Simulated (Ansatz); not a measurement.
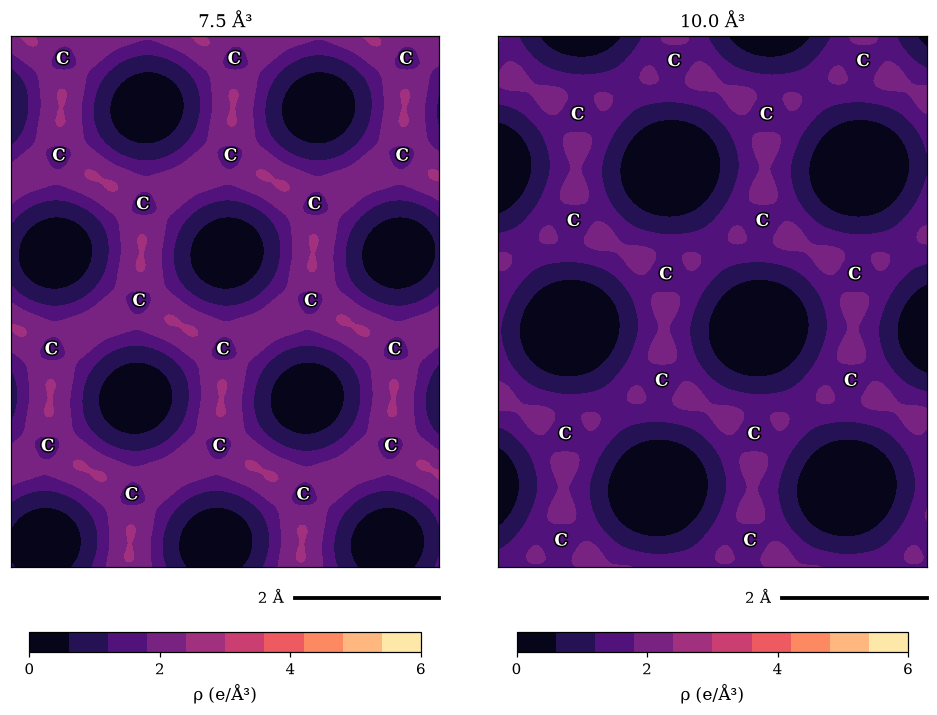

C. The valence electron density of cells scaled evenly to different volumes (given per atom above each panel), on the (110) plane of each (indices in the axes of the cell below), at one length scale and on one colour scale.

PAW files of the earlier set (soft_1).

Theory: DFT PBE+D3(BJ), scalar-relativistic, plane waves, PAW (Ansatz 0.2.0).

Core electrons are frozen (PAW), and the valence fields are smoothed inside the atomic spheres.

The largest cell:

```
C
1.0
     0.00000    2.28443    3.47562
     1.26099    0.00000    3.47562
     1.26099    2.28443    0.00000
C
2
Cartesian
  1.2610 0.7616 3.4756
  1.2610 3.8072 3.4756
```

| volume (Å³/atom) | C–C contact in the plane (Å) | ρ at its midpoint (e/Å³) | pressure (GPa) | 
| --- | --- | --- | --- |
| 7.51 | 1.338 | 2.408 | 59.5 | 
| 9.65 | 1.455 | ? | ? | 
| 10.01 | 1.473 | 1.837 | −30.2 | 

Q: Estimate the missing row, and compare with the calculation.

A: Over the known rows ln ρ falls by 2.00 per Å of C–C distance (the line through the two), which gives 1.905 e/Å³ at 1.455 Å; the calculation gives 1.906 e/Å³. For the pressure, a straight line in volume between the neighbouring rows gives −17.3 GPa; the calculation gives −23.6, lower because pressure rises ever faster on compression.
